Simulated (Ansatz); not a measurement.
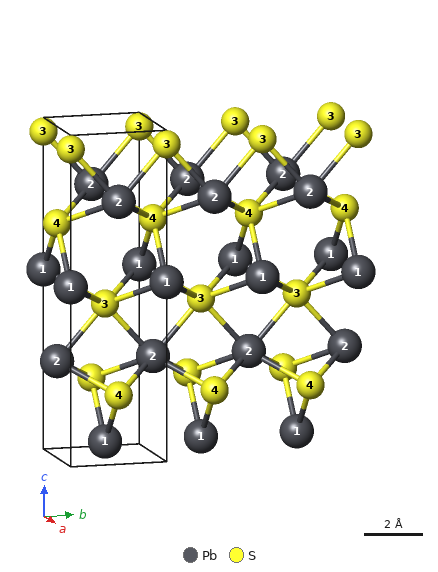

Solid PbS (a generated structure, set up in I4_1md) (coarse preliminary run), before the relaxation. A ball-and-stick model of the conventional cell (2 times the calculation's cell), repeated 1 × 3 × 1 with one cell outlined, seen slightly off an axis. Lengths and directions refer to the drawn axes.

Level of theory: DFT PBE, scalar-relativistic, plane waves, PAW in Ansatz 0.2.0.

The input:
```yaml
crystal:
  lattice:
    - [-1.74108377, 1.74108377, 5.89154883]
    - [1.74108377, -1.74108377, 5.89154883]
    - [1.74108377, 1.74108377, -5.89154883]
  atoms:
    - { symbol: Pb, position: [0.542, 0.542, 0.0] }
    - { symbol: Pb, position: [0.292, 0.792, 0.5] }
    - { symbol: S, position: [0.958, 0.958, 0.0] }
    - { symbol: S, position: [0.708, 0.208, 0.5] }
basis:
  ecutwfc: 420
kpoints:
  mp_grid: { grid: [8, 8, 8] }
hamiltonian:
  xc: pbe
scf:
  occupations: { method: gaussian, width: 0.1 }
  lower_state_search: "off"
output:
  forces: true
  stress: true
  eigenvalues: true
relax:
  adjacent_minimum: "off"
  f_tol: 0.04
  max_steps: 70
  cell: { stress_tol: 0.4 }
```

Launched with:
```bash
ansatz run input.yaml --threads 1 --pin off --max-ram 2560MiB --backend cpu --events-out ev --progress --plain --runs-dir out
```

Where does the relaxation end?

The atoms keep their places relative to the cell (all moves are under 0.005 Å). The volume changes by +52.3 %, with a = b 3.482 → 3.882 Å (+11.5 %), c 11.783 → 14.436 Å (+22.5 %). Near-neighbour distances that change, for instance: Pb1–S4 2.619 → 3.085 Å, Pb1–S3 2.654 → 3.000 Å. Among the angles between lasting bonds that change: S4–Pb1–S4 83.3° → 78.0°, Pb1–S4–Pb1 83.3° → 78.0°, S3–Pb1–S3 136.2° → 132.4°. The space group stays I4_1md (No. 109). The energy falls by 1009 meV per atom in 7 accepted moves (9 points after the start). Largest force component: 0.29 eV/Å at the start, 0.00085 eV/Å at the end. The pressure goes from 48.83 to 0.02 GPa. At 2 points the geometry stayed and the basis and grid were re-selected for the new cell (energy shift of 10.6 meV per atom at most each time).

History of the run:

```json
{"step": "0", "E − E(0), meV/atom": "0.00", "largest force component, eV/Å": "0.2894", "pressure, GPa": "48.83", "volume, Å³/atom": "17.859", "note": ""}
{"step": "1", "E − E(0), meV/atom": "-607.39", "largest force component, eV/Å": "0.0941", "pressure, GPa": "24.44", "volume, Å³/atom": "20.587", "note": ""}
{"step": "2", "E − E(0), meV/atom": "-894.23", "largest force component, eV/Å": "0.0143", "pressure, GPa": "9.96", "volume, Å³/atom": "23.362", "note": ""}
{"step": "3", "E − E(0), meV/atom": "-978.94", "largest force component, eV/Å": "0.0199", "pressure, GPa": "3.30", "volume, Å³/atom": "25.399", "note": ""}
{"step": "4", "E − E(0), meV/atom": "-995.09", "largest force component, eV/Å": "0.0817", "pressure, GPa": "0.34", "volume, Å³/atom": "26.593", "note": ""}
{"step": "5", "E − E(0), meV/atom": "-995.57", "largest force component, eV/Å": "0.0606", "pressure, GPa": "0.03", "volume, Å³/atom": "26.726", "note": ""}
{"step": "6", "E − E(0), meV/atom": "-996.16", "largest force component, eV/Å": "0.0125", "pressure, GPa": "0.00", "volume, Å³/atom": "26.760", "note": ""}
{"step": "7", "E − E(0), meV/atom": "-1006.76", "largest force component, eV/Å": "0.0142", "pressure, GPa": "0.74", "volume, Å³/atom": "26.760", "note": "same geometry, new basis"}
{"step": "8", "E − E(0), meV/atom": "-1008.96", "largest force component, eV/Å": "0.0008", "pressure, GPa": "0.02", "volume, Å³/atom": "27.194", "note": ""}
{"step": "9", "E − E(0), meV/atom": "-1009.00", "largest force component, eV/Å": "0.0008", "pressure, GPa": "0.02", "volume, Å³/atom": "27.194", "note": "same geometry, new basis"}
```

The structure at the end:

```
CELL_PARAMETERS angstrom
-1.94101 1.94101 7.21795
1.94101 -1.94101 7.21795
1.94101 1.94101 -7.21795
ATOMIC_POSITIONS crystal
Pb 0.54194 0.54194 0.00000
Pb 0.29194 0.79194 0.50000
S 0.95806 0.95806 0.00000
S 0.70806 0.20806 0.50000
```

After the run, drawn alike:

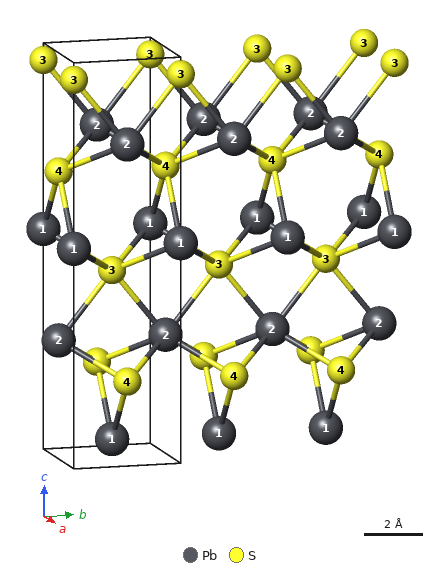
